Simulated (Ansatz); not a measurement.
Geometry optimisation.

Program: Ansatz.

```
crystal:
  lattice:
    - [3.297729934, 0.0, 0.0]
    - [-1.648864967, 2.8559178977, 0.0]
    - [0.0, 0.0, 5.2696836299]
  atoms:
    - { symbol: Tl, position: [0.3333333333, 0.6666666667, 0.25] }
    - { symbol: Tl, position: [0.6666666667, 0.3333333333, 0.75] }
basis:
  ecutwfc: 420
kpoints:
  mp_grid: { grid: [15, 15, 8] }
hamiltonian:
  xc: pbe
  dispersion: d3bj
scf:
  occupations: { method: gaussian, width: 0.1 }
output:
  forces: true
  stress: true
  eigenvalues: true
relax:
  adjacent_minimum: "off"
  f_tol: 0.008
  max_steps: 50
  cell: { stress_tol: 0.08, p_target: 12.0 }
```

Command:
```bash
ansatz run input.yaml --threads 1 --pin off --max-ram 1331MiB --backend cpu --events-out ev --progress --plain --runs-dir out
```

**How does the optimisation go?**

The optimisation met its thresholds at geometry 7, counting the start as the first. The energy of the last step lies about 56 meV/atom above the first. Step 5 went uphill and was rejected by the line search. The target is 12 GPa, so the enthalpy and not the energy is minimised. All forces vanish by symmetry, so only the cell moves. The volume shrinks from 24.8 to 24.0 Å³ per atom (−3 %), overshooting to 23.2 at step 2, as the pressure goes from 9.1 GPa to about 12 GPa.

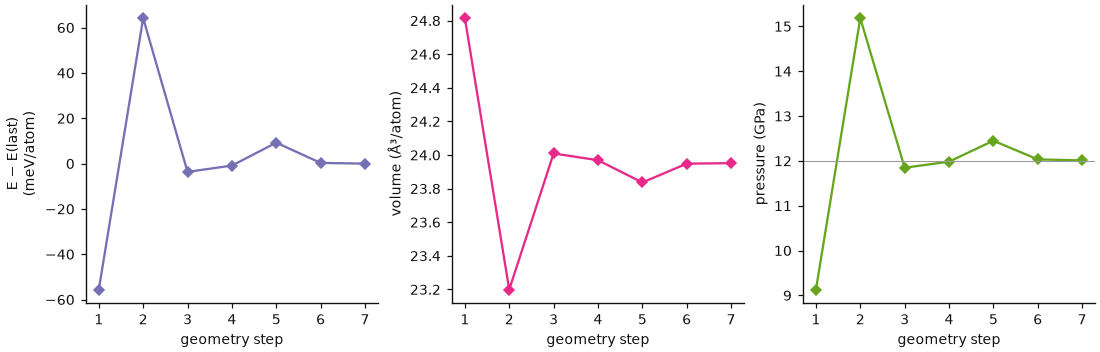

History of the run, step by step. Atoms and cell relax. A closing SCF on a freshly chosen basis isn't drawn.
